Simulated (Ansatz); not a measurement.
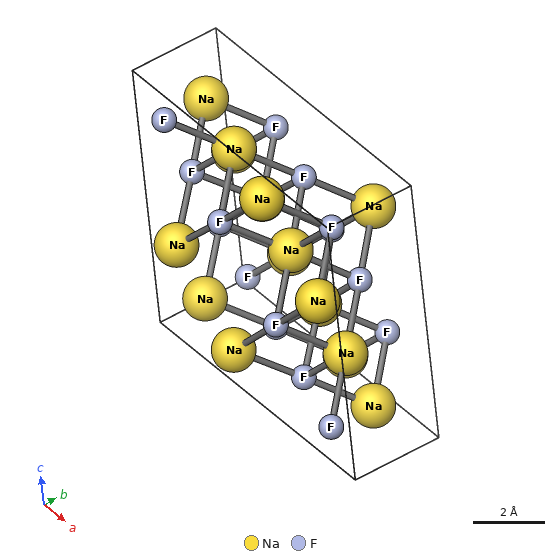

A ball-and-stick rendering, viewed slightly off an axis. The lines enclose the supercell; boundary atoms appear with their images. The host is NaF, in a cell of 32 sites, and the cell is neutral.

### Identify the point defect.

A fluorine vacancy. Around the empty site lie six Na at about 2.4 Å.

The calculation used Ansatz, DFT PBE, scalar-relativistic, plane waves, PAW, with wavefunction cutoff 420 eV, k-grid 2×2×2, Gaussian smearing of 0.01 eV, collinear spins.

### Is a magnetic moment found?

Yes, 1.0 μB in the cell.

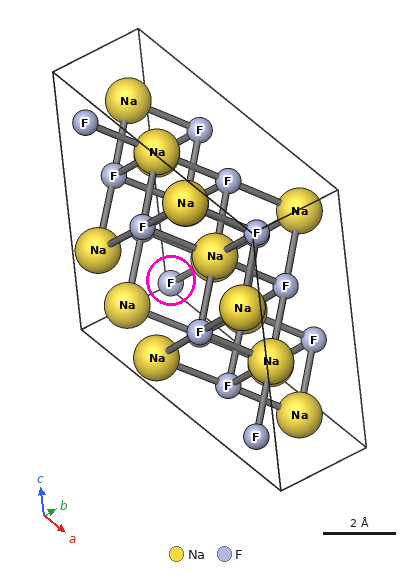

The same cell with a ring at the defect's site.

The atoms were relaxed in the host's cell with DFT PBE, scalar-relativistic, plane waves, PAW in Ansatz.
